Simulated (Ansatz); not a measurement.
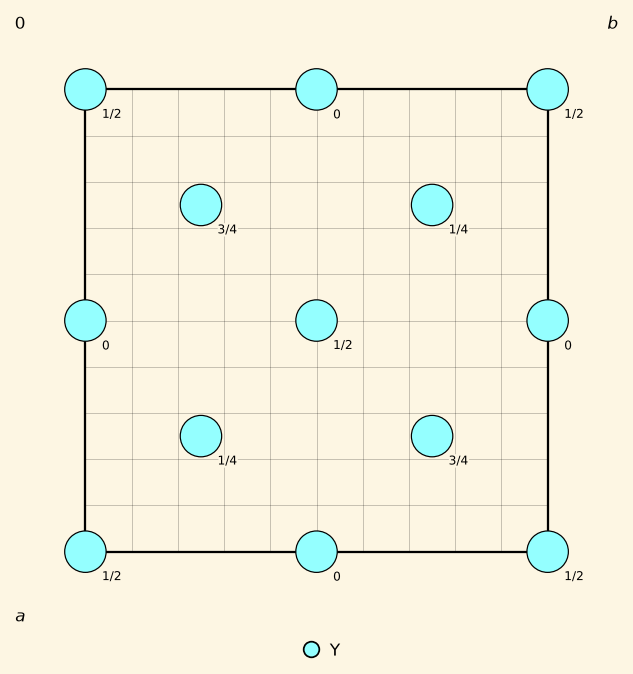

Plan of a unit cell projected along c (a down the page, b across); the numbers are heights as fractions of c, and atoms on the cell's edges are repeated. The grid marks tenths of a and b. Source: the input geometry of an electronic-structure calculation (not necessarily at equilibrium); the starting structure was generated, so it need not be a known form of this composition. Symmetry computed with spglib at a tolerance of 0.002 Å; standard conventional cell.

a = 7.050 Å, b = 7.050 Å, c = 7.050 Å, α = 90.00°, β = 90.00°, γ = 90.00°.

### What does the cell contain?

8 Y: Y, Z = 8.

### Which space group?

Fd-3m, No. 227, origin choice 1, face-centred cubic.

### Give the independent sites, coordinates to two places.

```tsv
atom	site	symmetry	x	y	z
Y	8b	-43m	0.75	0.75	0.75
```
